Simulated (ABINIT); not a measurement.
# Geometry relaxation of AlN (part 2 of 2)

Continued. System: AlN (2 atoms in the cell). Method: Kohn-Sham DFT of a periodic cell, LDA, PseudoDojo NC SR LDA v0.4.1 standard, no spin polarisation (ABINIT 10.8.3); cutoff 1142.88 eV, 8×8×8 k-mesh, fermi-dirac of 0.05 eV. The structure derives from a Materials Project entry.

Geometry of the input (Å; fractional positions):
```
0.0000  2.1840  2.1840
2.1840  0.0000  2.1840
2.1840  2.1840  0.0000
Al 0.0000  0.0000  0.0000
N  0.2500  0.2500  0.2500
```

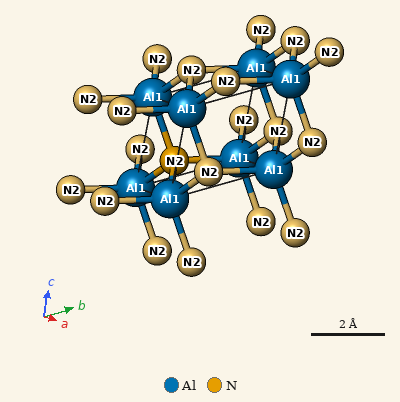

*The geometry at step 2 of the log (ball-and-stick view of the cell of the calculation, seen slightly off an axis; neighbours outside the cell are drawn fainter; atoms are numbered from 1 in the order of the input).*

### What the program printed, continued
```
--- !ResultsGS
iteration_state: {dtset: 1, itime: 2, icycle: 1, }
comment   : Summary of ground state results
lattice_vectors:
- [  0.0000000,   4.1069432,   4.1069432, ]
- [  4.1069432,   0.0000000,   4.1069432, ]
- [  4.1069432,   4.1069432,   0.0000000, ]
lattice_lengths: [   5.80809,    5.80809,    5.80809, ]
lattice_angles: [ 60.000,  60.000,  60.000, ] # degrees, (23, 13, 12)
lattice_volume:   1.3854348E+02
convergence: {deltae:  2.167E-13, res2:  3.110E-13, residm:  4.031E-08, diffor: null, }
etotal    :  -1.28420064E+01
entropy   :   0.00000000E+00
fermie    :   2.59758565E-01
cartesian_stress_tensor: # hartree/bohr^3
- [  6.46313308E-05,   0.00000000E+00,   0.00000000E+00, ]
- [  0.00000000E+00,   6.46313308E-05,   0.00000000E+00, ]
- [  0.00000000E+00,   0.00000000E+00,   6.46313308E-05, ]
pressure_GPa:  -1.9015E+00
xred      :
- [  0.0000E+00,   0.0000E+00,   0.0000E+00, Al]
- [  2.5000E-01,   2.5000E-01,   2.5000E-01,  N]
cartesian_forces: # hartree/bohr
- [ -0.00000000E+00,  -0.00000000E+00,  -0.00000000E+00, ]
- [ -0.00000000E+00,  -0.00000000E+00,  -0.00000000E+00, ]
force_length_stats: {min:   0.00000000E+00, max:   0.00000000E+00, mean:   0.00000000E+00, }
...

 Integrated electronic density in atomic spheres:
 ------------------------------------------------
 Atom  Sphere_radius  Integrated_density
    1        2.00000          1.15791989
    2        2.00000          5.38844801

---OUTPUT-----------------------------------------------------------------------

 Cartesian coordinates (xcart) [bohr]
  0.00000000000000E+00  0.00000000000000E+00  0.00000000000000E+00
  2.05347160680425E+00  2.05347160680425E+00  2.05347160680425E+00
 Reduced coordinates (xred)
  0.00000000000000E+00  0.00000000000000E+00  0.00000000000000E+00
  2.50000000000000E-01  2.50000000000000E-01  2.50000000000000E-01
 Cartesian forces (fcart) [Ha/bohr]; max,rms= 0.00000E+00 0.00000E+00 (free atoms)
 -0.00000000000000E+00 -0.00000000000000E+00 -0.00000000000000E+00
 -0.00000000000000E+00 -0.00000000000000E+00 -0.00000000000000E+00
 Gradient of E wrt nuclear positions in reduced coordinates (gred)
  0.00000000000000E+00  0.00000000000000E+00  0.00000000000000E+00
  0.00000000000000E+00  0.00000000000000E+00  0.00000000000000E+00
 Scale of Primitive Cell (acell) [bohr]
  5.80809479258129E+00  5.80809479258129E+00  5.80809479258129E+00
 Real space primitive translations (rprimd) [bohr]
  0.00000000000000E+00  4.10694321360850E+00  4.10694321360850E+00
  4.10694321360850E+00  0.00000000000000E+00  4.10694321360850E+00
  4.10694321360850E+00  4.10694321360850E+00  0.00000000000000E+00
 Unitary Cell Volume (ucvol) [Bohr^3]=  1.38543479116088E+02
 Angles (23,13,12)= [degrees]
  6.00000000000000E+01  6.00000000000000E+01  6.00000000000000E+01
 Lengths [Bohr]
  5.80809479258128E+00  5.80809479258128E+00  5.80809479258128E+00
 Stress tensor in cartesian coordinates (strten) [Ha/bohr^3]
  6.46313307711816E-05  0.00000000000000E+00  0.00000000000000E+00
  0.00000000000000E+00  6.46313307711812E-05  0.00000000000000E+00
  0.00000000000000E+00  0.00000000000000E+00  6.46313307711812E-05
 Total energy (etotal) [Ha]= -1.28420064128136E+01

 Difference of energy with previous step (new-old):
           Absolute (Ha)=-2.35247E-04
           Relative     =-1.83187E-05

--- Iteration: ( 3/50) Internal Cycle: (1/1)
--------------------------------------------------------------------------------

---SELF-CONSISTENT-FIELD CONVERGENCE--------------------------------------------

--- !BeginCycle
iteration_state: {dtset: 1, itime: 3, icycle: 1, }
solver: {iscf: 7, nstep: 80, nline: 4, wfoptalg: 0, }
tolerances: {tolvrs: 1.00E-12, }
...

     iter   Etot(hartree)      deltaE(h)  residm     vres2
 ETOT  1  -12.841545331381    -1.284E+01 9.730E-04 3.832E+00
 ETOT  2  -12.841596002257    -5.067E-05 8.093E-06 2.926E+00
 ETOT  3  -12.842046232184    -4.502E-04 2.167E-05 1.259E-02
 ETOT  4  -12.842047731057    -1.499E-06 5.734E-07 2.669E-05
 ETOT  5  -12.842047732970    -1.913E-09 9.273E-08 1.048E-07
 ETOT  6  -12.842047732975    -5.693E-12 2.506E-08 9.312E-10
 ETOT  7  -12.842047732976    -6.661E-13 5.566E-09 2.687E-11
 ETOT  8  -12.842047732975     6.271E-13 1.684E-09 3.918E-14

 At SCF step    8       vres2   =  3.92E-14 < tolvrs=  1.00E-12 =>converged.

 Cartesian components of stress tensor (hartree/bohr^3)
  sigma(1 1)= -1.79545169E-06  sigma(3 2)=  0.00000000E+00
  sigma(2 2)= -1.79545169E-06  sigma(3 1)=  0.00000000E+00
  sigma(3 3)= -1.79545169E-06  sigma(2 1)=  0.00000000E+00

--- !ResultsGS
iteration_state: {dtset: 1, itime: 3, icycle: 1, }
comment   : Summary of ground state results
lattice_vectors:
- [  0.0000000,   4.0940114,   4.0940114, ]
- [  4.0940114,   0.0000000,   4.0940114, ]
- [  4.0940114,   4.0940114,   0.0000000, ]
lattice_lengths: [   5.78981,    5.78981,    5.78981, ]
lattice_angles: [ 60.000,  60.000,  60.000, ] # degrees, (23, 13, 12)
lattice_volume:   1.3723887E+02
convergence: {deltae:  6.271E-13, res2:  3.918E-14, residm:  1.684E-09, diffor: null, }
etotal    :  -1.28420477E+01
entropy   :   0.00000000E+00
fermie    :   2.64304180E-01
cartesian_stress_tensor: # hartree/bohr^3
- [ -1.79545169E-06,   0.00000000E+00,   0.00000000E+00, ]
- [  0.00000000E+00,  -1.79545169E-06,   0.00000000E+00, ]
- [  0.00000000E+00,   0.00000000E+00,  -1.79545169E-06, ]
pressure_GPa:   5.2824E-02
xred      :
- [  0.0000E+00,   0.0000E+00,   0.0000E+00, Al]
- [  2.5000E-01,   2.5000E-01,   2.5000E-01,  N]
cartesian_forces: # hartree/bohr
- [ -0.00000000E+00,  -0.00000000E+00,  -0.00000000E+00, ]
- [ -0.00000000E+00,  -0.00000000E+00,  -0.00000000E+00, ]
force_length_stats: {min:   0.00000000E+00, max:   0.00000000E+00, mean:   0.00000000E+00, }
...

 Integrated electronic density in atomic spheres:
 ------------------------------------------------
 Atom  Sphere_radius  Integrated_density
    1        2.00000          1.15609710
    2        2.00000          5.38307199

---OUTPUT-----------------------------------------------------------------------

 Cartesian coordinates (xcart) [bohr]
  0.00000000000000E+00  0.00000000000000E+00  0.00000000000000E+00
  2.04700569724036E+00  2.04700569724036E+00  2.04700569724036E+00
 Reduced coordinates (xred)
  0.00000000000000E+00  0.00000000000000E+00  0.00000000000000E+00
  2.50000000000000E-01  2.50000000000000E-01  2.50000000000000E-01
 Cartesian forces (fcart) [Ha/bohr]; max,rms= 0.00000E+00 0.00000E+00 (free atoms)
 -0.00000000000000E+00 -0.00000000000000E+00 -0.00000000000000E+00
 -0.00000000000000E+00 -0.00000000000000E+00 -0.00000000000000E+00
 Gradient of E wrt nuclear positions in reduced coordinates (gred)
  0.00000000000000E+00  0.00000000000000E+00  0.00000000000000E+00
  0.00000000000000E+00  0.00000000000000E+00  0.00000000000000E+00
 Scale of Primitive Cell (acell) [bohr]
  5.78980643858462E+00  5.78980643858462E+00  5.78980643858462E+00
 Real space primitive translations (rprimd) [bohr]
  0.00000000000000E+00  4.09401139448072E+00  4.09401139448072E+00
  4.09401139448072E+00  0.00000000000000E+00  4.09401139448072E+00
  4.09401139448072E+00  4.09401139448072E+00  0.00000000000000E+00
 Unitary Cell Volume (ucvol) [Bohr^3]=  1.37238871057325E+02
 Angles (23,13,12)= [degrees]
  6.00000000000000E+01  6.00000000000000E+01  6.00000000000000E+01
 Lengths [Bohr]
  5.78980643858462E+00  5.78980643858462E+00  5.78980643858462E+00
 Stress tensor in cartesian coordinates (strten) [Ha/bohr^3]
 -1.79545169427722E-06  0.00000000000000E+00  0.00000000000000E+00
  0.00000000000000E+00 -1.79545169427765E-06  0.00000000000000E+00
  0.00000000000000E+00  0.00000000000000E+00 -1.79545169427591E-06
 Total energy (etotal) [Ha]= -1.28420477329753E+01

 Difference of energy with previous step (new-old):
           Absolute (Ha)=-4.13202E-05
           Relative     =-3.21757E-06

--- Iteration: ( 4/50) Internal Cycle: (1/1)
--------------------------------------------------------------------------------

---SELF-CONSISTENT-FIELD CONVERGENCE--------------------------------------------

--- !BeginCycle
iteration_state: {dtset: 1, itime: 4, icycle: 1, }
solver: {iscf: 7, nstep: 80, nline: 4, wfoptalg: 0, }
tolerances: {tolvrs: 1.00E-12, }
...

     iter   Etot(hartree)      deltaE(h)  residm     vres2
 ETOT  1  -12.842047399439    -1.284E+01 7.621E-09 2.780E-03
 ETOT  2  -12.842047435158    -3.572E-08 4.406E-09 2.128E-03
 ETOT  3  -12.842047762894    -3.277E-07 1.556E-08 8.958E-06
 ETOT  4  -12.842047763962    -1.068E-09 3.528E-10 1.631E-08
 ETOT  5  -12.842047763963    -5.951E-13 4.851E-11 1.725E-10
 ETOT  6  -12.842047763963    -3.162E-13 2.781E-11 1.433E-12
 ETOT  7  -12.842047763963    -3.091E-13 1.100E-11 1.736E-14

 At SCF step    7       vres2   =  1.74E-14 < tolvrs=  1.00E-12 =>converged.

 Cartesian components of stress tensor (hartree/bohr^3)
  sigma(1 1)=  1.84266071E-08  sigma(3 2)=  0.00000000E+00
  sigma(2 2)=  1.84266071E-08  sigma(3 1)=  0.00000000E+00
  sigma(3 3)=  1.84266071E-08  sigma(2 1)=  0.00000000E+00

--- !ResultsGS
iteration_state: {dtset: 1, itime: 4, icycle: 1, }
comment   : Summary of ground state results
lattice_vectors:
- [  0.0000000,   4.0943577,   4.0943577, ]
- [  4.0943577,   0.0000000,   4.0943577, ]
- [  4.0943577,   4.0943577,   0.0000000, ]
lattice_lengths: [   5.79030,    5.79030,    5.79030, ]
lattice_angles: [ 60.000,  60.000,  60.000, ] # degrees, (23, 13, 12)
lattice_volume:   1.3727370E+02
convergence: {deltae: -3.091E-13, res2:  1.736E-14, residm:  1.100E-11, diffor: null, }
etotal    :  -1.28420478E+01
entropy   :   0.00000000E+00
fermie    :   2.64181868E-01
cartesian_stress_tensor: # hartree/bohr^3
- [  1.84266071E-08,   0.00000000E+00,   0.00000000E+00, ]
- [  0.00000000E+00,   1.84266071E-08,   0.00000000E+00, ]
- [  0.00000000E+00,   0.00000000E+00,   1.84266071E-08, ]
pressure_GPa:  -5.4213E-04
xred      :
- [  0.0000E+00,   0.0000E+00,   0.0000E+00, Al]
- [  2.5000E-01,   2.5000E-01,   2.5000E-01,  N]
cartesian_forces: # hartree/bohr
- [ -0.00000000E+00,  -0.00000000E+00,  -0.00000000E+00, ]
- [ -0.00000000E+00,  -0.00000000E+00,  -0.00000000E+00, ]
force_length_stats: {min:   0.00000000E+00, max:   0.00000000E+00, mean:   0.00000000E+00, }
...

 Integrated electronic density in atomic spheres:
 ------------------------------------------------
 Atom  Sphere_radius  Integrated_density
    1        2.00000          1.15614570
    2        2.00000          5.38321665

---OUTPUT-----------------------------------------------------------------------

 Cartesian coordinates (xcart) [bohr]
  0.00000000000000E+00  0.00000000000000E+00  0.00000000000000E+00
  2.04717886288461E+00  2.04717886288461E+00  2.04717886288461E+00
 Reduced coordinates (xred)
  0.00000000000000E+00  0.00000000000000E+00  0.00000000000000E+00
  2.50000000000000E-01  2.50000000000000E-01  2.50000000000000E-01
 Cartesian forces (fcart) [Ha/bohr]; max,rms= 0.00000E+00 0.00000E+00 (free atoms)
 -0.00000000000000E+00 -0.00000000000000E+00 -0.00000000000000E+00
 -0.00000000000000E+00 -0.00000000000000E+00 -0.00000000000000E+00
 Gradient of E wrt nuclear positions in reduced coordinates (gred)
  0.00000000000000E+00  0.00000000000000E+00  0.00000000000000E+00
  0.00000000000000E+00  0.00000000000000E+00  0.00000000000000E+00
 Scale of Primitive Cell (acell) [bohr]
  5.79029622498988E+00  5.79029622498988E+00  5.79029622498988E+00
 Real space primitive translations (rprimd) [bohr]
  0.00000000000000E+00  4.09435772576921E+00  4.09435772576921E+00
  4.09435772576921E+00  0.00000000000000E+00  4.09435772576921E+00
  4.09435772576921E+00  4.09435772576921E+00  0.00000000000000E+00
 Unitary Cell Volume (ucvol) [Bohr^3]=  1.37273703009195E+02
 Angles (23,13,12)= [degrees]
  6.00000000000000E+01  6.00000000000000E+01  6.00000000000000E+01
 Lengths [Bohr]
  5.79029622498988E+00  5.79029622498988E+00  5.79029622498988E+00
 Stress tensor in cartesian coordinates (strten) [Ha/bohr^3]
  1.84266070605080E-08  0.00000000000000E+00  0.00000000000000E+00
  0.00000000000000E+00  1.84266070613753E-08  0.00000000000000E+00
  0.00000000000000E+00  0.00000000000000E+00  1.84266070605080E-08
 Total energy (etotal) [Ha]= -1.28420477639634E+01

 Difference of energy with previous step (new-old):
           Absolute (Ha)=-3.09881E-08
           Relative     =-2.41302E-09

 At Broyd/MD step   4, gradients are converged :
  max grad (force/stress) = 1.8427E-06 < tolmxf= 2.0000E-05 ha/bohr (free atoms)

================================================================================

 ----iterations are completed or convergence reached----

 Mean square residual over all n,k,spin=   69.605E-15; max=  11.004E-12
 reduced coordinates (array xred) for    2 atoms
       0.000000000000      0.000000000000      0.000000000000
       0.250000000000      0.250000000000      0.250000000000
 rms dE/dt=  0.0000E+00; max dE/dt=  0.0000E+00; dE/dt below (all hartree)
    1       0.000000000000      0.000000000000      0.000000000000
    2       0.000000000000      0.000000000000      0.000000000000

 cartesian coordinates (angstrom) at end:
    1      0.00000000000000     0.00000000000000     0.00000000000000
    2      1.08332040014591     1.08332040014591     1.08332040014591

 cartesian forces (hartree/bohr) at end:
    1     -0.00000000000000    -0.00000000000000    -0.00000000000000
    2     -0.00000000000000    -0.00000000000000    -0.00000000000000
 frms,max,avg= 0.0000000E+00 0.0000000E+00   0.000E+00  0.000E+00  0.000E+00 h/b

 cartesian forces (eV/Angstrom) at end:
    1     -0.00000000000000    -0.00000000000000    -0.00000000000000
    2     -0.00000000000000    -0.00000000000000    -0.00000000000000
 frms,max,avg= 0.0000000E+00 0.0000000E+00   0.000E+00  0.000E+00  0.000E+00 e/A
 length scales=  5.790296224990  5.790296224990  5.790296224990 bohr
              =  3.064092804564  3.064092804564  3.064092804564 angstroms
 Fermi (or HOMO) energy (hartree) =   0.26418   Average Vxc (hartree)=  -0.40758
 Eigenvalues (hartree) for nkpt=  29  k points:
 kpt#   1, nband=  8, wtk=  0.00195, kpt=  0.0000  0.0000  0.0000 (reduced coord)
  -0.33892    0.21058    0.21058    0.21058    0.37446    0.67332    0.67332    0.67332
      occupation numbers for kpt#   1
   2.00000    2.00000    2.00000    2.00000    0.00000    0.00000    0.00000    0.00000
 prteigrs : prtvol=0 or 1, do not print more k-points.

--- !EnergyTerms
iteration_state     : {dtset: 1, itime: 4, icycle: 1, }
comment             : Components of total free energy in Hartree
kinetic             :  8.24904568846576E+00
hartree             :  2.76274607763928E+00
xc                  : -4.26219871087475E+00
Ewald energy        : -1.09872782053321E+01
psp_core            :  3.42799211101911E-01
local_psp           : -8.23319016887051E+00
non_local_psp       : -7.13971656092980E-01
internal            : -1.28420477639634E+01
'-kT*entropy'       :  5.49809229831821E-16
total_energy        : -1.28420477639634E+01
total_energy_eV     : -3.49449921894546E+02
band_energy         :  1.98206284633372E-01
...

 Cartesian components of stress tensor (hartree/bohr^3)
  sigma(1 1)=  1.84266071E-08  sigma(3 2)=  0.00000000E+00
  sigma(2 2)=  1.84266071E-08  sigma(3 1)=  0.00000000E+00
  sigma(3 3)=  1.84266071E-08  sigma(2 1)=  0.00000000E+00

-Cartesian components of stress tensor (GPa)         [Pressure= -5.4213E-04 GPa]
- sigma(1 1)=  5.42129497E-04  sigma(3 2)=  0.00000000E+00
- sigma(2 2)=  5.42129497E-04  sigma(3 1)=  0.00000000E+00
- sigma(3 3)=  5.42129497E-04  sigma(2 1)=  0.00000000E+00

== END DATASET(S) ==============================================================
================================================================================

 -outvars: echo values of variables after computation  --------
            acell      5.7902962250E+00  5.7902962250E+00  5.7902962250E+00 Bohr
           etotal     -1.2842047764E+01
            fcart     -0.0000000000E+00 -0.0000000000E+00 -0.0000000000E+00
                      -0.0000000000E+00 -0.0000000000E+00 -0.0000000000E+00
            rprim      0.0000000000E+00  7.0710678119E-01  7.0710678119E-01
                       7.0710678119E-01  0.0000000000E+00  7.0710678119E-01
                       7.0710678119E-01  7.0710678119E-01  0.0000000000E+00
           strten      1.8426607061E-08  1.8426607061E-08  1.8426607061E-08
                       0.0000000000E+00  0.0000000000E+00  0.0000000000E+00
           xangst      0.0000000000E+00  0.0000000000E+00  0.0000000000E+00
                       1.0833204001E+00  1.0833204001E+00  1.0833204001E+00
             xred      0.0000000000E+00  0.0000000000E+00  0.0000000000E+00
                       2.5000000000E-01  2.5000000000E-01  2.5000000000E-01
 Calculation completed.
```

### Trajectory as extended XYZ (Å, eV, eV/Å), 4 frames, from step=0 to step=3
```
2
Lattice="0.0000 2.1840 2.1840 2.1840 0.0000 2.1840 2.1840 2.1840 0.0000" Properties=species:S:1:pos:R:3:forces:R:3 step=0 energy=-349.44239
Al    0.0000    0.0000    0.0000    0.0000   0.0000   0.0000
N     1.0920    1.0920    1.0920    0.0000   0.0000   0.0000
2
Lattice="0.0000 2.1733 2.1733 2.1733 0.0000 2.1733 2.1733 2.1733 0.0000" Properties=species:S:1:pos:R:3:forces:R:3 step=1 energy=-349.44880
Al    0.0000    0.0000    0.0000    0.0000   0.0000   0.0000
N     1.0866    1.0866    1.0866    0.0000   0.0000   0.0000
2
Lattice="0.0000 2.1665 2.1665 2.1665 0.0000 2.1665 2.1665 2.1665 0.0000" Properties=species:S:1:pos:R:3:forces:R:3 step=2 energy=-349.44992
Al    0.0000    0.0000    0.0000    0.0000   0.0000   0.0000
N     1.0832    1.0832    1.0832    0.0000   0.0000   0.0000
2
Lattice="0.0000 2.1666 2.1666 2.1666 0.0000 2.1666 2.1666 2.1666 0.0000" Properties=species:S:1:pos:R:3:forces:R:3 step=3 energy=-349.44992
Al    0.0000    0.0000    0.0000    0.0000   0.0000   0.0000
N     1.0833    1.0833    1.0833    0.0000   0.0000   0.0000
```

### Results in brief

- outcome: converged
- space group (tolerance 0.01 Å): F-43m (216)
- electrons treated: 8
- free energy: −349.4499 eV
- Fermi energy: 7.189 eV
- gap on the k-point mesh: 3.27 eV
- pressure: 0.00 GPa
- final volume: 20.34 Å³
- largest force (length of the vector) at the end: under 0.001 eV/Å
- final cell: a = 3.064 Å, b = 3.064 Å, c = 3.064 Å, α = 60.00°, β = 60.00°, γ = 60.00°
- hardware: 1 thread of Arm Neoverse V2, 24 GiB of memory available, shared host
- wall time: 45 s
- peak memory: 0.08 GiB
